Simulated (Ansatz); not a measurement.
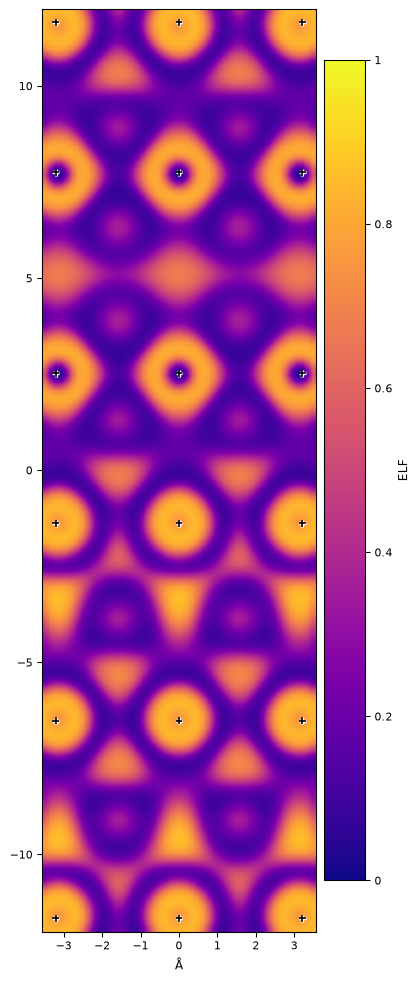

The ELF on a plane through atoms (crosses mark nuclei in the plane).

Level of theory: Ansatz, DFT r2SCAN, scalar-relativistic, plane waves, PAW.

Candidates:
A. AlNi, a = 3.88 Å, b = 3.91 Å, c = 3.10 Å, α = 90.00°, β = 90.00°, γ = 90.00°. Space group Cmmm; a structure from a database of computed crystals, not necessarily the ambient phase; computed without spin polarisation.
B. Hf$_{3}$N$_{2}$, a = 3.21 Å, b = 3.21 Å, c = 23.31 Å, α = 90.00°, β = 90.00°, γ = 120.00°. Space group R-3m; a structure from a database of computed crystals, not necessarily the ambient phase.

> Which system is this?

Candidate B: Hf$_{3}$N$_{2}$ on the (100) plane of the conventional cell, which holds Hf and N. Hf–Hf (3.21 Å): the ELF is about 0.20 at the midpoint; no shared electron pair shows on this line.
